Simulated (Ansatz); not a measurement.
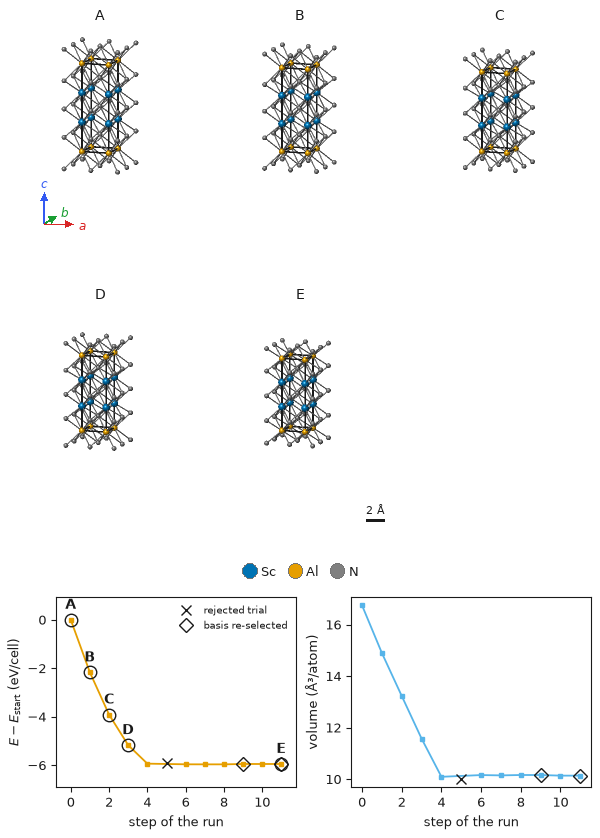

Frames of a relaxation of a crystal of Sc2AlN3 (a generated structure, set up in P4/mmm) (coarse preliminary run), marked on the history of the run. A ball-and-stick model of the cell of the calculation, seen slightly off an axis.

These are results of DFT PBE, scalar-relativistic, plane waves, PAW in Ansatz, not measurements. (plane-wave cutoff 420 eV; k-point mesh 6 × 6 × 2; occupations gaussian; smearing width 0.1 eV; no spin polarisation; cell and atoms relaxed; force threshold 0.04 eV/Å; at most 70 steps)

Q: Describe the path.

A: The largest moves relative to the cell, 0.19 Å, are those of N atoms. Largest moves by element: N 0.19 Å, Sc 0.02 Å. Al stays in place. Cell: a = b 3.166 → 2.724 Å (−14.0 %), c 10.025 → 8.198 Å (−18.2 %). Volume −39.5 %. Some distances before and after: Al–Sc 3.343 → 2.715 Å, Sc–Sc 3.340 → 2.768 Å, Al–N 2.867 → 2.313 Å, Sc–Sc 3.166 → 2.724 Å. Among the angles between lasting bonds that change: Sc–N–Sc 110.6° → 106.6°. The space group stays P4/mmm (No. 123). The energy falls by 5.946 eV per cell of the calculation in 8 accepted moves (11 points after the start). Largest force component: 0.88 eV/Å at the start, 0.0029 eV/Å at the end. Pressure: −28.98 GPa at the start and 0.03 GPa at the end. The line search rejected the trial step at point 5 of the run. The SCF was repeated twice at an unchanged geometry on a basis and grid sized afresh for the cell, which shifted the energy by 15.1 meV per cell of the calculation at most. From step 0 to 1: N atoms move most (0.04 Å), volume −11.0 %, energy −2.170 eV per cell of the calculation. From step 1 to 2: Sc atoms move most (0.03 Å), volume −11.2 %, energy −1.739 eV per cell of the calculation. From step 2 to 3: N atoms move most (0.04 Å), volume −12.5 %, energy −1.261 eV per cell of the calculation. From step 3 to 11: N atoms move most (0.19 Å), volume −12.4 %, energy −0.775 eV per cell of the calculation.

| step | E − E(0), meV/atom | largest force component, eV/Å | pressure, GPa | volume, Å³/atom | note |
| --- | --- | --- | --- | --- | --- |
| 0 | 0.00 | 0.8808 | -28.98 | 16.748 |  |
| 1 | -361.69 | 0.6353 | -27.72 | 14.898 |  |
| 2 | -651.57 | 0.2796 | -23.09 | 13.231 |  |
| 3 | -861.80 | 1.0109 | -13.26 | 11.575 |  |
| 4 | -988.65 | 0.4019 | 1.98 | 10.094 |  |
| 5 | -987.61 | 0.3336 | 2.52 | 10.016 | rejected |
| 6 | -993.20 | 0.1212 | 0.23 | 10.161 |  |
| 7 | -993.50 | 0.0416 | 0.27 | 10.149 |  |
| 8 | -993.51 | 0.0051 | 0.04 | 10.163 |  |
| 9 | -991.00 | 0.0054 | -0.40 | 10.163 | same geometry, new basis |
| 10 | -991.09 | 0.0028 | 0.04 | 10.139 |  |
| 11 | -990.99 | 0.0029 | 0.03 | 10.139 | same geometry, new basis |

Limits of the set-up: layers or molecules are held without a dispersion correction, so their spacing is unreliable.
